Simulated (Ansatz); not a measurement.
Geometry relaxation, with input and output: TiSi₁₆ (part 2 of 2)

The same run, continued: TiSi₁₆ (defect cell, 17 atoms in the cell); DFT PBE, scalar-relativistic, plane waves, PAW, PAW set soft_1, no spin polarisation (Ansatz 0.2.0); cutoff 420 eV, 2×2×2 k-mesh, Fermi–Dirac smearing of 0.05 eV. It belongs to a series of runs on one base structure; here: start relaxed.

Geometry of the input (Å; fractional positions):
```
0.0000  5.4300  5.4300
5.4300  0.0000  5.4300
5.4300  5.4300  0.0000
Si 0.0000  0.0000  0.0000
Si 0.1250  0.1250  0.1250
Si -0.0000  0.0000  0.5000
Si 0.1250  0.1250  0.6250
Si -0.0000  0.5000  0.0000
Si 0.1250  0.6250  0.1250
Si -0.0000  0.5000  0.5000
Si 0.1250  0.6250  0.6250
Si 0.5000  -0.0000  0.0000
Si 0.6250  0.1250  0.1250
Si 0.5000  0.0000  0.5000
Si 0.6250  0.1250  0.6250
Si 0.5000  0.5000  0.0000
Si 0.6250  0.6250  0.1250
Si 0.5000  0.5000  0.5000
Si 0.6250  0.6250  0.6250
Ti 0.7518  0.7411  0.2515
```

**Output, continued**
```
--- Forces (eV/Å), atoms counted from 1 ---
  atom   1  Si    -0.00287548     0.00632517     0.01397776
  atom   2  Si    -0.00106490    -0.00407574     0.00514043
  atom   3  Si    -0.00146669     0.00092272    -0.00142631
  atom   4  Si     0.00338168     0.00046418     0.00330706
  atom   5  Si     0.00748583    -0.00579965     0.00163860
  atom   6  Si     0.00710152    -0.01372502    -0.02764600
  atom   7  Si     0.00529244    -0.00156867     0.00558026
  atom   8  Si    -0.00509181     0.00642504    -0.00518750
  atom   9  Si    -0.00659838    -0.00573943    -0.00683632
  atom  10  Si    -0.01725281     0.01101881    -0.01682767
  atom  11  Si     0.01460274     0.00606016    -0.00284625
  atom  12  Si     0.00508607    -0.00394949    -0.00102612
  atom  13  Si    -0.00011503    -0.00058788    -0.00009735
  atom  14  Si     0.00895588     0.02359694     0.00941580
  atom  15  Si     0.00160933    -0.00606326     0.00713701
  atom  16  Si    -0.02786899    -0.01351702     0.00735878
  atom  17  Ti     0.00881826     0.00021311     0.00833755
  max |Σ_I F_I| component: 3.42e-7 eV/Å
--- Band table (eV; the first three rows and the last of 8) ---
  k-point 0: bands = ["-49.1634", "-25.5504", "-25.5503", "-25.5500", "-5.0645", "-2.8619", "-2.6299", "-2.6284", "-2.6279", "-1.0871", "-0.9155", "-0.9143", "-0.9138", "-0.9073", "-0.9070", "-0.0889", "-0.0412", "-0.0405", "-0.0391", "3.9014", "3.9020", "3.9020", "4.1981", "4.1985", "4.2000", "4.9514", "4.9518", "5.1330", "5.1333", "5.1334", "5.8665", "5.8667", "5.8686", "6.6005", "6.6013", "6.6031", "7.1872", "7.1900", "7.1917", "7.4921", "7.4934", "7.8378", "8.4410", "8.4420", "8.4441", "8.4930", "8.8267", "8.8305", "8.8331", "9.1534", "9.1543", "10.2783", "10.2788", "10.2796", "10.2967"]
  k-point 1: bands = ["-49.1634", "-25.5504", "-25.5503", "-25.5500", "-4.3589", "-4.1439", "-2.5609", "-2.3319", "-2.3262", "-2.2546", "-2.2039", "-2.2000", "0.3423", "0.4140", "0.4177", "0.5583", "0.5627", "0.6249", "2.6890", "2.9180", "3.1558", "3.1600", "3.2696", "3.4616", "3.5018", "3.5052", "4.2679", "4.2693", "4.7264", "4.7282", "4.8046", "4.8974", "5.6176", "5.6183", "6.2234", "6.2260", "7.3157", "7.6255", "7.6303", "8.0381", "8.0384", "8.3937", "8.8106", "8.8964", "8.8999", "8.9025", "9.8183", "9.9427", "9.9471", "10.5483", "10.5534", "10.8199", "10.8230", "11.3689", "11.3697"]
  k-point 2: bands = ["-49.1634", "-25.5504", "-25.5503", "-25.5500", "-4.3566", "-4.1467", "-2.5614", "-2.3295", "-2.3274", "-2.2548", "-2.2027", "-2.2010", "0.3406", "0.4150", "0.4164", "0.5599", "0.5617", "0.6277", "2.6882", "2.9164", "3.1559", "3.1573", "3.2697", "3.4623", "3.5024", "3.5037", "4.2700", "4.2705", "4.7246", "4.7248", "4.8114", "4.8930", "5.6198", "5.6204", "6.2222", "6.2234", "7.3170", "7.6287", "7.6310", "8.0396", "8.0399", "8.3945", "8.8131", "8.8946", "8.8955", "8.9046", "9.8173", "9.9441", "9.9459", "10.5479", "10.5503", "10.8204", "10.8226", "11.3682", "11.3682"]
  k-point 7: bands = ["-49.1634", "-25.5504", "-25.5503", "-25.5500", "-4.3598", "-4.1427", "-2.5607", "-2.3317", "-2.3274", "-2.2544", "-2.2032", "-2.2006", "0.3437", "0.4149", "0.4174", "0.5591", "0.5621", "0.6230", "2.6887", "2.9181", "3.1565", "3.1596", "3.2694", "3.4615", "3.5025", "3.5049", "4.2679", "4.2690", "4.7274", "4.7293", "4.8013", "4.9001", "5.6172", "5.6174", "6.2247", "6.2263", "7.3136", "7.6249", "7.6283", "8.0376", "8.0379", "8.3945", "8.8090", "8.8989", "8.9014", "8.9020", "9.8181", "9.9437", "9.9471", "10.5498", "10.5532", "10.8213", "10.8227", "11.3691", "11.3697"]
--- Relaxed structure (4 steps of the walk, 4 accepted, 0 SCFs on fresh bases) ---
  F+E_penalty+E_count = -12670.27639394 eV   max|allowed force component| = 2.787e-2 eV/Å
  atoms:
    - { symbol: Si, position: [0.0032603544281142073, 0.003142818667279508, -0.003459697455577752] }
    - { symbol: Si, position: [0.12363893603789158, 0.12281090660220659, 0.12946527990012996] }
    - { symbol: Si, position: [0.0001322624850425431, -0.0008573685248200585, 0.5000983225965423] }
    - { symbol: Si, position: [0.12365977000083418, 0.12271755610416592, 0.6236268971135885] }
    - { symbol: Si, position: [0.0038531550042866236, 0.4956990063644958, -0.0033072761758843883] }
    - { symbol: Si, position: [0.13708213204043232, 0.6207060842632122, 0.1210892031646319] }
    - { symbol: Si, position: [0.0036658785898835144, 0.49557454983041993, 0.5036699679651114] }
    - { symbol: Si, position: [0.12372790934850642, 0.6284903436434424, 0.6237052677760608] }
    - { symbol: Si, position: [0.4965612955873646, 0.0034466636116008698, -0.0034722520983731797] }
    - { symbol: Si, position: [0.6210006587025632, 0.13679930939817206, 0.12098270630652364] }
    - { symbol: Si, position: [0.49657678153878393, 0.0031209256282428155, 0.5032428385738573] }
    - { symbol: Si, position: [0.6294994220767569, 0.12280339797036077, 0.6236092070789561] }
    - { symbol: Si, position: [0.5000952267495831, 0.49989278115648833, 0.00010271509551879054] }
    - { symbol: Si, position: [0.6210761298442209, 0.6208762068543594, 0.1210772569622437] }
    - { symbol: Si, position: [0.49671635583590545, 0.4956887950416671, 0.5038485122740615] }
    - { symbol: Si, position: [0.6210937624372125, 0.6206925546386716, 0.6370853207456797] }
    - { symbol: Ti, position: [0.7501168692926188, 0.7494520687500354, 0.2501006301769302] }
```

**Trajectory as extended XYZ (Å, eV, eV/Å), 4 frames, from step=1 to step=4**
```
17
Lattice="0.0000 5.4300 5.4300 5.4300 0.0000 5.4300 5.4300 5.4300 0.0000" Properties=species:S:1:pos:R:3:forces:R:3 step=1 energy=-12669.89313
Si    0.0000    0.0000    0.0000    0.0010  -0.0209   0.5617
Si    1.3575    1.3575    1.3575    0.2322   0.2442  -0.2459
Si    2.7150    2.7150    0.0000    0.0083  -0.0054   0.0080
Si    4.0725    4.0725    1.3575   -0.2398  -0.2300  -0.2397
Si    2.7150    0.0000    2.7150   -0.7726   0.0285  -0.0176
Si    4.0725    1.3575    4.0725   -1.0233   1.0316   1.0566
Si    5.4300    2.7150    2.7150   -0.0328   0.7058  -0.0335
Si    6.7875    4.0725    4.0725    0.2512  -0.2554   0.2516
Si    0.0000    2.7150    2.7150    0.0158  -0.6130   0.0172
Si    1.3575    4.0725    4.0725    0.7207  -0.7175   0.7204
Si    2.7150    5.4300    2.7150    0.5580  -0.0199   0.0014
Si    4.0725    6.7875    4.0725   -0.2456   0.2437   0.2320
Si    2.7150    2.7150    5.4300   -0.0058   0.0071  -0.0058
Si    4.0725    4.0725    6.7875   -1.1666  -1.1979  -1.1674
Si    5.4300    5.4300    5.4300   -0.0180   0.0296  -0.7679
Si    6.7875    6.7875    6.7875    1.0467   1.0215  -1.0139
Ti    5.3894    5.4475    8.1060    0.6702  -0.2521   0.6426
17
Lattice="0.0000 5.4300 5.4300 5.4300 0.0000 5.4300 5.4300 5.4300 0.0000" Properties=species:S:1:pos:R:3:forces:R:3 step=2 energy=-12670.25261
Si   -0.0007   -0.0022    0.0263   -0.0010   0.0055   0.1425
Si    1.3712    1.3762    1.3362   -0.0279  -0.0357   0.0376
Si    2.7129    2.7153   -0.0020   -0.0079   0.0041  -0.0076
Si    4.0513    4.0572    1.3365    0.0333   0.0258   0.0331
Si    2.6814    0.0035    2.7126   -0.1629  -0.0061   0.0069
Si    4.0411    1.3896    4.1048   -0.2821   0.2726   0.2452
Si    5.4256    2.7474    2.7106    0.0088   0.1507   0.0088
Si    6.8030    4.0551    4.0881   -0.0413   0.0436  -0.0415
Si    0.0012    2.6856    2.7164   -0.0027  -0.1450  -0.0030
Si    1.3897    4.0400    4.1047    0.1695  -0.1822   0.1704
Si    2.7410    5.4279    2.7144    0.1425   0.0053  -0.0012
Si    4.0510    6.8062    4.0863    0.0374  -0.0354  -0.0277
Si    2.7157    2.7159    5.4306    0.0123  -0.0047   0.0118
Si    4.0421    4.0409    6.7570   -0.3233  -0.2984  -0.3227
Si    5.4276    5.4336    5.3964    0.0071  -0.0062  -0.1619
Si    6.8198    6.8197    6.7560    0.2415   0.2698  -0.2787
Ti    5.4155    5.4357    8.1311    0.1967  -0.0638   0.1881
17
Lattice="0.0000 5.4300 5.4300 5.4300 0.0000 5.4300 5.4300 5.4300 0.0000" Properties=species:S:1:pos:R:3:forces:R:3 step=3 energy=-12670.27639
Si   -0.0017   -0.0011    0.0348   -0.0029   0.0064   0.0141
Si    1.3699    1.3744    1.3382   -0.0011  -0.0041   0.0052
Si    2.7109    2.7163   -0.0039   -0.0015   0.0009  -0.0015
Si    4.0526    4.0578    1.3378    0.0034   0.0005   0.0034
Si    2.6737    0.0030    2.7126    0.0073  -0.0058   0.0017
Si    4.0279    1.4019    4.1148    0.0070  -0.0136  -0.0275
Si    5.4259    2.7548    2.7109    0.0053  -0.0014   0.0056
Si    6.7994    4.0586    4.0845   -0.0051   0.0065  -0.0052
Si   -0.0001    2.6775    2.7150   -0.0066  -0.0059  -0.0069
Si    1.3998    4.0290    4.1149   -0.0172   0.0110  -0.0168
Si    2.7496    5.4290    2.7134    0.0147   0.0061  -0.0029
Si    4.0530    6.8044    4.0850    0.0051  -0.0040  -0.0011
Si    2.7150    2.7161    5.4299   -0.0001  -0.0006  -0.0001
Si    4.0288    4.0299    6.7438    0.0088   0.0234   0.0093
Si    5.4275    5.4331    5.3888    0.0016  -0.0061   0.0069
Si    6.8297    6.8319    6.7429   -0.0277  -0.0134   0.0073
Ti    5.4276    5.4312    8.1427    0.0091   0.0001   0.0086
17
Lattice="0.0000 5.4300 5.4300 5.4300 0.0000 5.4300 5.4300 5.4300 0.0000" Properties=species:S:1:pos:R:3:forces:R:3 step=4 energy=-12670.27639
Si   -0.0017   -0.0011    0.0348   -0.0029   0.0063   0.0140
Si    1.3699    1.3744    1.3382   -0.0011  -0.0041   0.0051
Si    2.7109    2.7163   -0.0039   -0.0015   0.0009  -0.0014
Si    4.0526    4.0578    1.3378    0.0034   0.0005   0.0033
Si    2.6737    0.0030    2.7126    0.0075  -0.0058   0.0016
Si    4.0279    1.4019    4.1148    0.0071  -0.0137  -0.0276
Si    5.4259    2.7548    2.7109    0.0053  -0.0016   0.0056
Si    6.7994    4.0586    4.0845   -0.0051   0.0064  -0.0052
Si   -0.0001    2.6775    2.7150   -0.0066  -0.0057  -0.0068
Si    1.3998    4.0290    4.1149   -0.0173   0.0110  -0.0168
Si    2.7496    5.4290    2.7134    0.0146   0.0061  -0.0028
Si    4.0530    6.8044    4.0850    0.0051  -0.0039  -0.0010
Si    2.7150    2.7161    5.4299   -0.0001  -0.0006  -0.0001
Si    4.0288    4.0299    6.7438    0.0090   0.0236   0.0094
Si    5.4275    5.4331    5.3888    0.0016  -0.0061   0.0071
Si    6.8297    6.8319    6.7429   -0.0279  -0.0135   0.0074
Ti    5.4276    5.4312    8.1427    0.0088   0.0002   0.0083
```

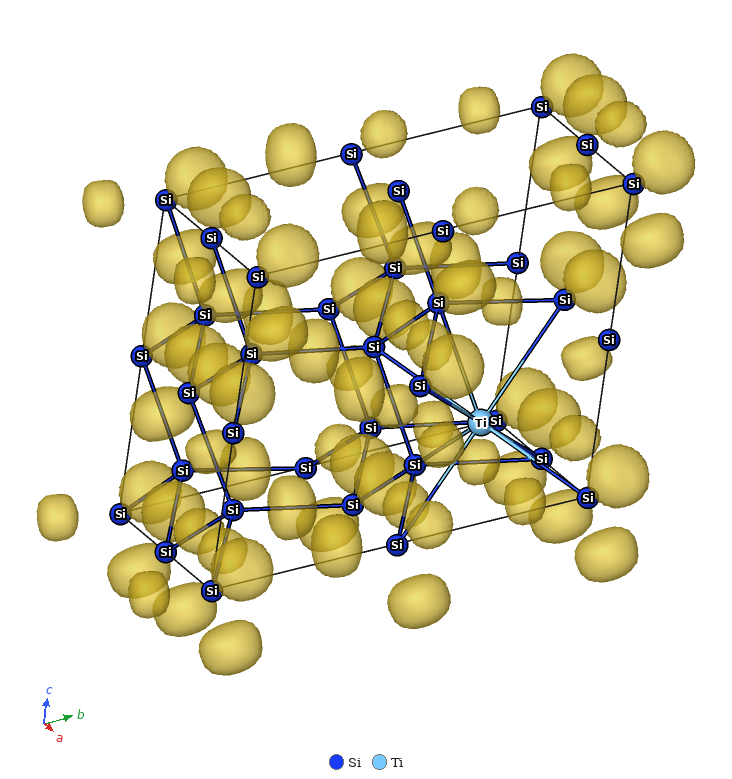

Isosurface of the ELF at 0.85 (yellow), seen slightly off an axis. Only the valence region is drawn (cores and ρ < 0.01 e/Å³ removed). Sticks mark near contacts. The outline is the calculation cell. Values along the shortest contacts: Si–Si (2.28 Å): the ELF peaks at about 0.95 between the atoms, which marks a shared electron pair. Ti–Si (2.42 Å): the ELF is about 0.35 at the midpoint. The fields are those of the smooth PAW valence density.

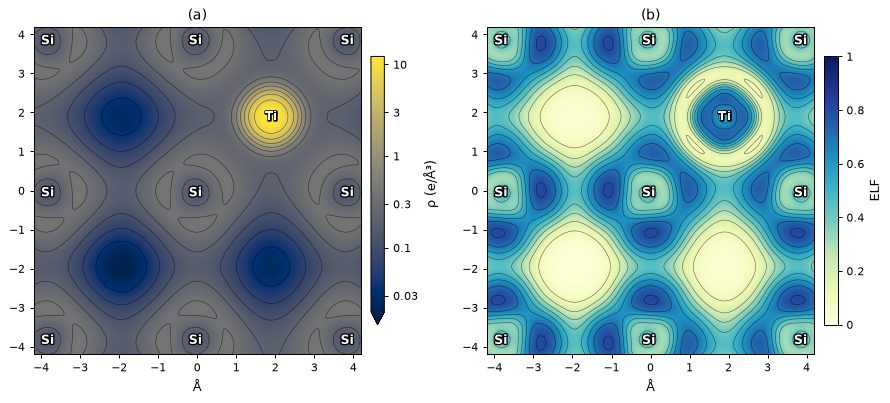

(a) valence pseudo-density; (b) ELF on the (011) plane of the calculation cell. Atoms in the plane: Si and Ti. Ti–Si (2.75 Å): the density is about 0.26 e/Å³ at the midpoint; the ELF is about 0.35 at the midpoint. Away from the nuclei the density in this plane falls to 0.02 e/Å³ at its lowest. The strong features right at Ti lie inside the PAW spheres (semicore, d or f shells) and say nothing about bonding.
